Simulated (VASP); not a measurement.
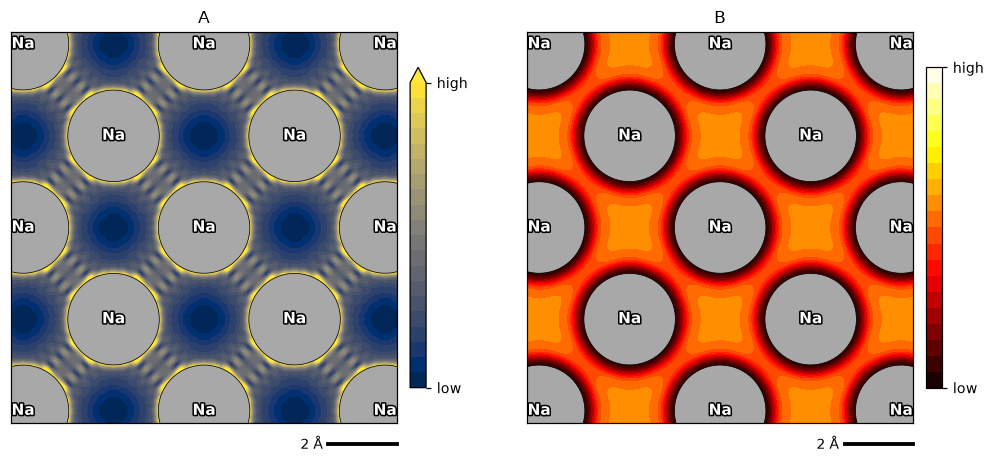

Na: 2 fields on the (110) plane of the conventional cell, with unlabelled colour scales. Grey discs cover the atomic cores.

Space group I4/mmm; a structure from a database of computed crystals, not necessarily the ambient phase.

Level of theory: Kohn-Sham DFT of a periodic cell, r2SCAN, VASP PAW PBE potentials, recommended (VASP).

Question: The panels show electron localisation function and valence pseudo-density in some order. Assign them.

Answer: Panel A: valence pseudo-density. Panel B: electron localisation function. From the grid: Na–Na (3.75 Å): ρ at the midpoint is about 0.03 e/Å³; the ELF is about 0.50 at the midpoint.
